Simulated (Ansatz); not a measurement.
# Single-point calculation, with input and output: TaN (part 2 of 2)

Continued. System: TaN (P6₃mc, 8 atoms in the cell). Method: DFT PBE+U, scalar-relativistic, plane waves, PAW, Ueff = 2 eV on Ta atom 1 d; Ueff = 2 eV on Ta atom 2 d; Ueff = 2 eV on Ta atom 5 d; Ueff = 2 eV on Ta atom 6 d, spin-polarised (Ansatz 0.2.0); cutoff 420 eV, 7×7×4 k-mesh, Gaussian smearing of 0.05 eV, collinear spins. The structure derives from an entry of the Crystallography Open Database. It belongs to a series of runs on one base structure; here: ferromagnetic start, free, natural orbitals of the symmetric run filled by rank.

## Log, continued
```
  k-point 0 ↑: bands = ["-45.6288", "-45.5319", "-45.5282", "-45.5032", "-13.4203", "-13.3938", "-13.1957", "-12.8007", "-12.5913", "-12.3788", "-12.3015", "-12.2973", "-12.2960", "-12.1106", "-12.1051", "-12.0669", "3.4888", "5.1251", "5.5050", "6.0594", "13.4506", "13.9455", "13.9636", "13.9638", "14.3121", "14.9359", "14.9370", "15.1884", "15.2076", "16.4148", "16.5974", "17.5527", "20.4105", "21.8489", "22.1787", "22.1805", "22.3684", "23.2505", "24.3903", "24.8553", "24.9290", "25.6197", "25.6212", "26.7134", "27.1149", "27.1822", "27.3174", "28.3519"]
  k-point 1 ↑: bands = ["-45.6147", "-45.5431", "-45.5274", "-45.5067", "-13.4587", "-13.3065", "-13.2407", "-12.6379", "-12.5491", "-12.3500", "-12.3413", "-12.2867", "-12.2739", "-12.2684", "-12.1389", "-12.1334", "3.8531", "5.0263", "5.6137", "6.0241", "13.2195", "13.4613", "13.9338", "14.0600", "14.0603", "14.4789", "14.7410", "14.7420", "15.5154", "16.2832", "16.4383", "17.1652", "21.1418", "22.5197", "22.7519", "22.7534", "23.1692", "23.9648", "24.6221", "24.8535", "25.3722", "25.4648", "25.4656", "26.0336", "27.8574", "27.8721", "27.9935", "28.0485"]
  k-point 2 ↑: bands = ["-45.5793", "-45.5793", "-45.5166", "-45.5166", "-13.4538", "-13.4538", "-12.7836", "-12.7836", "-12.4461", "-12.4461", "-12.4149", "-12.4149", "-12.2067", "-12.2067", "-12.2012", "-12.2012", "4.5775", "4.5775", "5.8567", "5.8567", "13.0085", "13.0085", "13.7159", "13.7159", "14.3528", "14.3528", "14.3534", "14.3534", "16.2625", "16.2625", "16.3014", "16.3014", "22.3340", "22.3340", "24.1967", "24.1967", "24.1974", "24.1974", "24.5921", "24.5921", "25.0550", "25.0550", "25.2357", "25.2357", "27.7754", "27.7754", "28.6180", "28.6180"]
  k-point 47 ↓: bands = ["-45.5253", "-45.5253", "-45.5120", "-45.5120", "-13.3383", "-13.3383", "-13.2549", "-13.2549", "-12.7458", "-12.7458", "-12.5642", "-12.5642", "-12.3653", "-12.3653", "-12.3463", "-12.3463", "5.8401", "5.8401", "6.0997", "6.0997", "13.3640", "13.3640", "13.8375", "13.8375", "15.2037", "15.2037", "15.3043", "15.3043", "16.1057", "16.1057", "16.4795", "16.4795", "21.2691", "21.2691", "22.3377", "22.3377", "23.9274", "23.9274", "24.6685", "24.6685", "25.7686", "25.7686", "25.9082", "25.9082", "27.4467", "27.4467", "28.2167", "28.2167"]
Occupation matrices written to [file]
--- Löwdin populations: 8 sites ---
  site symbol       q [e]    m [muB]
     0     Ta     12.3659     0.0000
     1     Ta     12.3659     0.0000
     2      N      5.5288    -0.0000
     3      N      5.5288    -0.0000
     4     Ta     12.3659     0.0000
     5     Ta     12.3659     0.0000
     6      N      5.5288    -0.0000
     7      N      5.5288    -0.0000
  spilling = 0.005848 (of n_electrons = 72.000000)
--- Occupation matrices: 4 shells (run DFT+U table (all-electron-ortho-atomic); ε = 2.16e-4) ---
  Ta0 d_5D: site group C3v (3m); on the run's cell Cs (m)
  Ta0 d_5D up     Tr n = 2.0204  λ = 0.352 0.354 0.421 0.446 0.447  [xz 0.72 (E 1.00) E(1.00)/A''(1.00) | yz 0.73 (E 1.00) E(1.00)/A'(1.00) | z2 1.00 (T2 1.00) A1(1.00)/A'(1.00) | xy 0.72 (T2 1.00) E(1.00)/A''(1.00) | x2-y2 0.73 (T2 1.00) E(1.00)/A'(1.00)]
  Ta0 d_5D dn     Tr n = 2.0204  λ = 0.352 0.354 0.421 0.446 0.447  [xz 0.72 (E 1.00) E(1.00)/A''(1.00) | yz 0.73 (E 1.00) E(1.00)/A'(1.00) | z2 1.00 (T2 1.00) A1(1.00)/A'(1.00) | xy 0.72 (T2 1.00) E(1.00)/A''(1.00) | x2-y2 0.73 (T2 1.00) E(1.00)/A'(1.00)]
  specified occupation → Ta0 d_5D up: matrix, ‖Δ‖_F = 0.9650, Tr Δ = -0.0204, displaced = 1.0573, d_λ = 0.9650; orbital distance = 0.0018
  specified occupation → Ta0 d_5D dn: matrix, ‖Δ‖_F = 0.8641, Tr Δ = -1.9204, displaced = 0.9602, d_λ = 0.8641; orbital distance = 0.0000
  Ta1 d_5D: site group C3v (3m); on the run's cell Cs (m)
  Ta1 d_5D up     Tr n = 2.0204  λ = 0.352 0.354 0.421 0.446 0.447  [xz 0.72 (E 1.00) E(1.00)/A''(1.00) | yz 0.73 (E 1.00) E(1.00)/A'(1.00) | z2 1.00 (T2 1.00) A1(1.00)/A'(1.00) | xy 0.72 (T2 1.00) E(1.00)/A''(1.00) | x2-y2 0.73 (T2 1.00) E(1.00)/A'(1.00)]
  Ta1 d_5D dn     Tr n = 2.0204  λ = 0.352 0.354 0.421 0.446 0.447  [xz 0.72 (E 1.00) E(1.00)/A''(1.00) | yz 0.73 (E 1.00) E(1.00)/A'(1.00) | z2 1.00 (T2 1.00) A1(1.00)/A'(1.00) | xy 0.72 (T2 1.00) E(1.00)/A''(1.00) | x2-y2 0.73 (T2 1.00) E(1.00)/A'(1.00)]
  specified occupation → Ta1 d_5D up: matrix, ‖Δ‖_F = 0.9650, Tr Δ = -0.0204, displaced = 1.0573, d_λ = 0.9650; orbital distance = 0.0018
  specified occupation → Ta1 d_5D dn: matrix, ‖Δ‖_F = 0.8641, Tr Δ = -1.9204, displaced = 0.9602, d_λ = 0.8641; orbital distance = 0.0000
  Ta4 d_5D: site group C3v (3m); on the run's cell Cs (m)
  Ta4 d_5D up     Tr n = 2.0204  λ = 0.352 0.354 0.421 0.446 0.447  [xz 0.72 (E 1.00) E(1.00)/A''(1.00) | yz 0.73 (E 1.00) E(1.00)/A'(1.00) | z2 1.00 (T2 1.00) A1(1.00)/A'(1.00) | xy 0.72 (T2 1.00) E(1.00)/A''(1.00) | x2-y2 0.73 (T2 1.00) E(1.00)/A'(1.00)]
  Ta4 d_5D dn     Tr n = 2.0204  λ = 0.352 0.354 0.421 0.446 0.447  [xz 0.72 (E 1.00) E(1.00)/A''(1.00) | yz 0.73 (E 1.00) E(1.00)/A'(1.00) | z2 1.00 (T2 1.00) A1(1.00)/A'(1.00) | xy 0.72 (T2 1.00) E(1.00)/A''(1.00) | x2-y2 0.73 (T2 1.00) E(1.00)/A'(1.00)]
  specified occupation → Ta4 d_5D up: matrix, ‖Δ‖_F = 0.9650, Tr Δ = -0.0204, displaced = 1.0573, d_λ = 0.9650; orbital distance = 0.0018
  specified occupation → Ta4 d_5D dn: matrix, ‖Δ‖_F = 0.8641, Tr Δ = -1.9204, displaced = 0.9602, d_λ = 0.8641; orbital distance = 0.0000
  Ta5 d_5D: site group C3v (3m); on the run's cell Cs (m)
  Ta5 d_5D up     Tr n = 2.0204  λ = 0.352 0.354 0.421 0.446 0.447  [xz 0.72 (E 1.00) E(1.00)/A''(1.00) | yz 0.73 (E 1.00) E(1.00)/A'(1.00) | z2 1.00 (T2 1.00) A1(1.00)/A'(1.00) | xy 0.72 (T2 1.00) E(1.00)/A''(1.00) | x2-y2 0.73 (T2 1.00) E(1.00)/A'(1.00)]
  Ta5 d_5D dn     Tr n = 2.0204  λ = 0.352 0.354 0.421 0.446 0.447  [xz 0.72 (E 1.00) E(1.00)/A''(1.00) | yz 0.73 (E 1.00) E(1.00)/A'(1.00) | z2 1.00 (T2 1.00) A1(1.00)/A'(1.00) | xy 0.72 (T2 1.00) E(1.00)/A''(1.00) | x2-y2 0.73 (T2 1.00) E(1.00)/A'(1.00)]
  specified occupation → Ta5 d_5D up: matrix, ‖Δ‖_F = 0.9650, Tr Δ = -0.0204, displaced = 1.0573, d_λ = 0.9650; orbital distance = 0.0018
  specified occupation → Ta5 d_5D dn: matrix, ‖Δ‖_F = 0.8641, Tr Δ = -1.9204, displaced = 0.9602, d_λ = 0.8641; orbital distance = 0.0000
  Tr n, λ and their labels are of the run-group-symmetrised matrices; stabiliser: 16 of 16 elements of G0×{1,Θ} (closed), max defect 9.5e-7 at τ = 4.6e-5
```

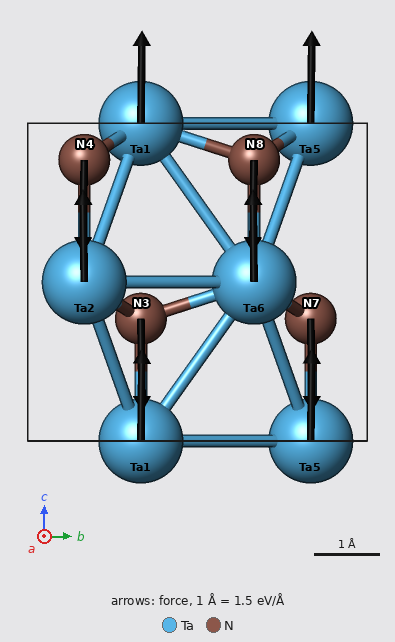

*Forces on the atoms as black arrows (ball-and-stick view of the cell of the calculation, along the a axis; atoms are numbered from 1 in the order of the input).*

The largest act on all 4 N atoms (2.17 eV/Å); all 4 Ta atoms (2.17 eV/Å). The geometry is not a stationary point of this energy.

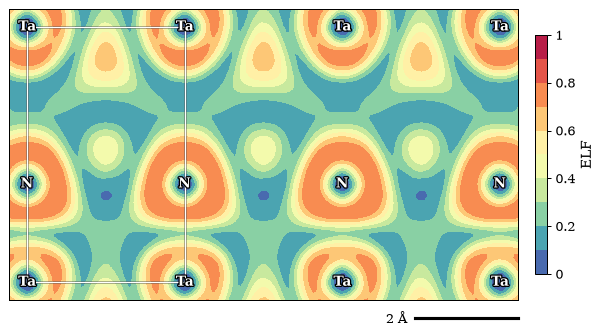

*Electron localisation function on the (010) plane of the calculation cell.*

The section cuts through Ta and N sites. Ta–Ta (3.05 Å): the ELF is about 0.45 at the midpoint; no localised pair between them. Ta–N (1.90 Å): the ELF peaks at about 0.80 in the valence shell of N, 0.6 Å from its nucleus, and drops to about 0.30 between the two atoms; a polar contact without a shared pair, in a metal. The strong features right at Ta lie inside the PAW spheres (semicore, d or f shells) and say nothing about bonding. Core electrons are frozen (PAW), so the fields are smoothed inside the atomic spheres.

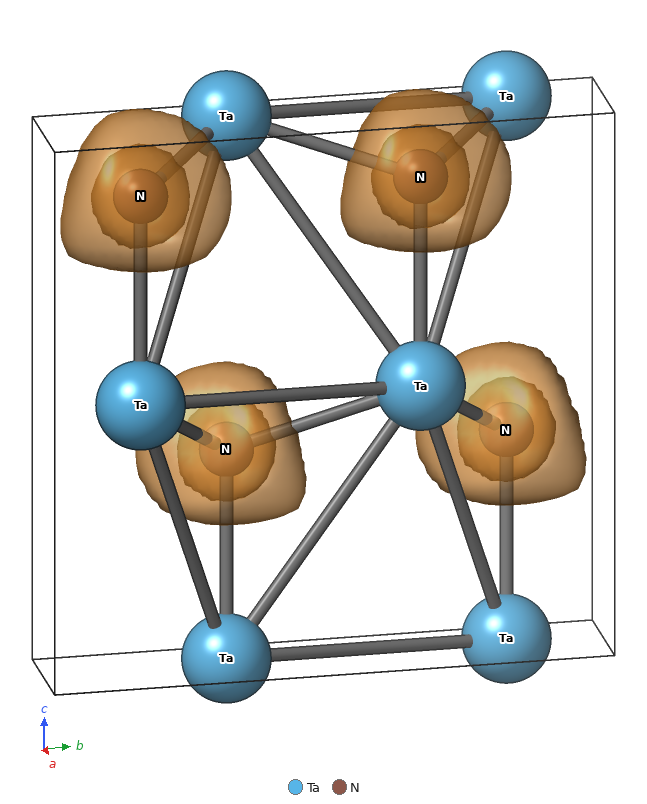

*Isosurface of the ELF at 0.7 (orange), seen at an oblique angle. Only the valence region is drawn (cores and ρ < 0.01 e/Å³ removed). Sticks mark near contacts. The outline is the calculation cell.*

Profiles from the grid: Ta–N (1.85 Å): the ELF peaks at about 0.80 in the valence shell of N, 0.6 Å from its nucleus, and drops to about 0.30 between the two atoms. Ta–Ta (3.03 Å): the ELF is about 0.45 at the midpoint; no localised pair between them.

The run was set up as follows.

## The input
```yaml
crystal:
  lattice:
    - [3.05000204, 0.0, 0.0]
    - [-3.05000204, 5.2827585, 0.0]
    - [0.0, 0.0, 4.94000153]
  atoms:
    - { symbol: Ta, position: [0.3333333333, 0.3333333334, 0.0], spin: 2.0 }
    - { symbol: Ta, position: [0.6666666667, 0.1666666666, 0.5], spin: 2.0 }
    - { symbol: "N", position: [0.3333333333, 0.3333333334, 0.385] }
    - { symbol: "N", position: [0.6666666667, 0.1666666666, 0.885] }
    - { symbol: Ta, position: [0.3333333333, 0.8333333333, 0.0], spin: 2.0 }
    - { symbol: Ta, position: [0.6666666667, 0.6666666666, 0.5], spin: 2.0 }
    - { symbol: "N", position: [0.3333333333, 0.8333333333, 0.385] }
    - { symbol: "N", position: [0.6666666667, 0.6666666666, 0.885] }
basis:
  ecutwfc: 420
  ecutrho_ratio: 4
kpoints:
  mp_grid: { grid: [7, 7, 4] }
hamiltonian:
  xc: pbe
  hubbard:
    sites:
      - { site: 0, l: d, u_eff: 2.0, starting_ns: [{ spin: up, occupation_matrix: s0up }, { spin: down, occupation_matrix: s0down }] }
      - { site: 1, l: d, u_eff: 2.0, starting_ns: [{ spin: up, occupation_matrix: s1up }, { spin: down, occupation_matrix: s1down }] }
      - { site: 4, l: d, u_eff: 2.0, starting_ns: [{ spin: up, occupation_matrix: s4up }, { spin: down, occupation_matrix: s4down }] }
      - { site: 5, l: d, u_eff: 2.0, starting_ns: [{ spin: up, occupation_matrix: s5up }, { spin: down, occupation_matrix: s5down }] }
    occupation_matrices:
      s0up:
        matrix:
          - [0.02069, 0.0, -0.01338, 0.02186, 0.0]
          - [0.0, 0.28495, 0.0, 0.0, -0.42604]
          - [-0.01338, 0.0, 0.27865, -0.42266, 0.0]
          - [0.02186, 0.0, -0.42266, 0.71066, 0.0]
          - [0.0, -0.42604, 0.0, 0.0, 0.70505]
      s0down:
        matrix:
          - [0.02, 0.0, 0.0, 0.0, 0.0]
          - [0.0, 0.02, 0.0, 0.0, 0.0]
          - [0.0, 0.0, 0.02, 0.0, 0.0]
          - [0.0, 0.0, 0.0, 0.02, 0.0]
          - [0.0, 0.0, 0.0, 0.0, 0.02]
      s1up:
        matrix:
          - [0.02069, 0.0, 0.01338, 0.02186, 0.0]
          - [0.0, 0.28495, 0.0, 0.0, 0.42604]
          - [0.01338, 0.0, 0.27865, 0.42266, 0.0]
          - [0.02186, 0.0, 0.42266, 0.71066, 0.0]
          - [0.0, 0.42604, 0.0, 0.0, 0.70505]
      s1down:
        matrix:
          - [0.02, 0.0, 0.0, 0.0, 0.0]
          - [0.0, 0.02, 0.0, 0.0, 0.0]
          - [0.0, 0.0, 0.02, 0.0, 0.0]
          - [0.0, 0.0, 0.0, 0.02, 0.0]
          - [0.0, 0.0, 0.0, 0.0, 0.02]
      s4up:
        matrix:
          - [0.02069, 0.0, -0.01338, 0.02186, 0.0]
          - [0.0, 0.28495, 0.0, 0.0, -0.42604]
          - [-0.01338, 0.0, 0.27865, -0.42266, 0.0]
          - [0.02186, 0.0, -0.42266, 0.71066, 0.0]
          - [0.0, -0.42604, 0.0, 0.0, 0.70505]
      s4down:
        matrix:
          - [0.02, 0.0, 0.0, 0.0, 0.0]
          - [0.0, 0.02, 0.0, 0.0, 0.0]
          - [0.0, 0.0, 0.02, 0.0, 0.0]
          - [0.0, 0.0, 0.0, 0.02, 0.0]
          - [0.0, 0.0, 0.0, 0.0, 0.02]
      s5up:
        matrix:
          - [0.02069, 0.0, 0.01338, 0.02186, 0.0]
          - [0.0, 0.28495, 0.0, 0.0, 0.42604]
          - [0.01338, 0.0, 0.27865, 0.42266, 0.0]
          - [0.02186, 0.0, 0.42266, 0.71066, 0.0]
          - [0.0, 0.42604, 0.0, 0.0, 0.70505]
      s5down:
        matrix:
          - [0.02, 0.0, 0.0, 0.0, 0.0]
          - [0.0, 0.02, 0.0, 0.0, 0.0]
          - [0.0, 0.0, 0.02, 0.0, 0.0]
          - [0.0, 0.0, 0.0, 0.02, 0.0]
          - [0.0, 0.0, 0.0, 0.0, 0.02]
    ns_hold: { iters: 10 }
scf:
  occupations: { method: gaussian, width: 0.05 }
  lower_state_search: "off"
  max_iter: 150
output:
  forces: true
  stress: true
  eigenvalues: true
  populations: true
  hubbard:
    sites:
      - { site: 0, l: d }
      - { site: 1, l: d }
      - { site: 4, l: d }
      - { site: 5, l: d }
  write_density: true
  write_potential: true
  elf: true
  volumetric_format: npy
magnetization:
  spin_polarized: true
```

Run as:
```bash
ansatz run input.yaml --threads 4 --pin off --max-ram 6144MiB --backend cpu --events-out ev --progress --plain --runs-dir out
```

## Summary

```json
{"quantity": "outcome", "value": "converged"}
{"quantity": "space group (tolerance 0.01 Å)", "value": "P6₃mc (186)"}
{"quantity": "electrons treated", "value": "72"}
{"quantity": "free energy", "value": "−41250.3560 eV"}
{"quantity": "Fermi energy", "value": "22.844 eV"}
{"quantity": "gap on the k-point mesh", "value": "none (metallic)"}
{"quantity": "net moment of the cell", "value": "0.00 μB"}
{"quantity": "integrated absolute moment", "value": "0.00 μB"}
{"quantity": "pressure", "value": "139.01 GPa"}
{"quantity": "largest force (length of the vector)", "value": "2.170 eV/Å"}
{"quantity": "hardware", "value": "4 threads of Arm Neoverse V2, 24 GiB of memory available, shared host"}
{"quantity": "wall time", "value": "26 s (CPU time 1.7 min)"}
{"quantity": "peak memory", "value": "0.64 GiB"}
```

## Remarks

The program warns: some starting moments were not kept; the typed occupations were not kept. Spin–orbit coupling is left out, which matters for Ta. The cell is under a pressure of 139 GPa at this level, so it is not at its equilibrium volume.
